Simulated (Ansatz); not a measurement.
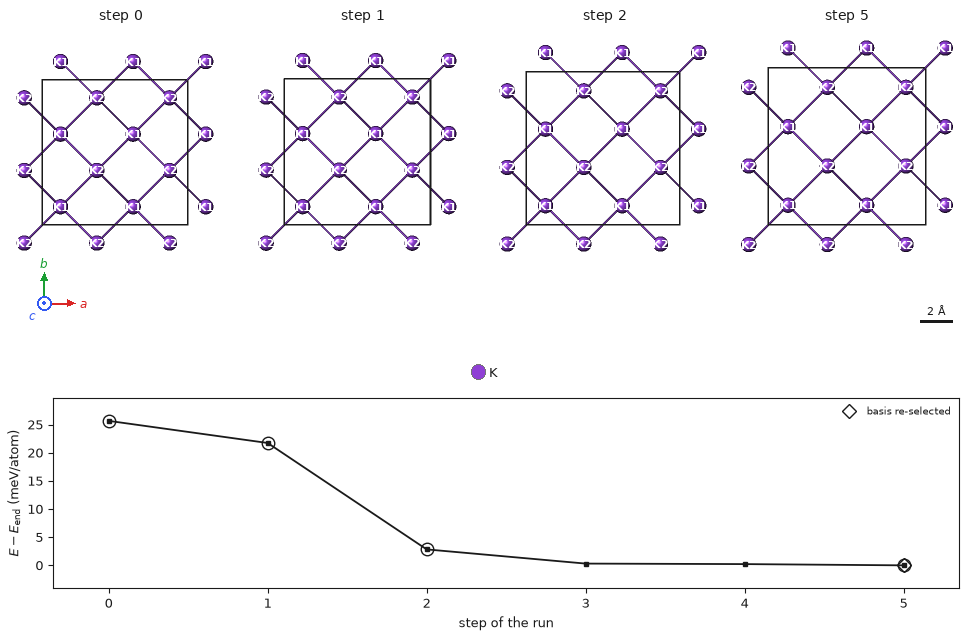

Frames of a relaxation of crystalline K (a generated structure, set up in Fd-3m), marked on the history of the run. The picture is a ball-and-stick view of the conventional cell (4 times the calculation's cell), seen along the c axis. Lengths and directions refer to the drawn axes.

Phase: diamond.

All numbers below come from DFT, revPBE, plane waves (420 eV) with PAW, scalar-relativistic (Ansatz). Settings: plane-wave cutoff 420 eV; k-point mesh 6 × 6 × 6; occupations fermi dirac; smearing width 0.1 eV; no spin polarisation; cell and atoms relaxed; force threshold 0.01 eV/Å; at most 60 steps.

> What happens along the run?

No atom moves by more than 0.005 Å relative to the cell. Cell: a = b = c 9.167 → 9.924 Å (+8.3 %). Volume +26.9 %. Among the contacts that change: K1–K2 3.969 → 4.297 Å. The space group stays Fd-3m (No. 227). The energy falls by 25.7 meV per atom in 4 accepted moves (5 points after the start). All forces vanish by symmetry, so only the cell relaxes. The pressure goes from 0.37 to 0.01 GPa. At 1 point the geometry stayed and the basis and grid were re-selected for the new cell (energy shift of 0.2 meV per atom at most each time). From step 0 to 1: volume +1.9 %, energy −3.9 meV per atom. From step 1 to 2: volume +15.3 %, energy −18.9 meV per atom. From step 2 to 5: volume +8.1 %, energy −2.8 meV per atom.
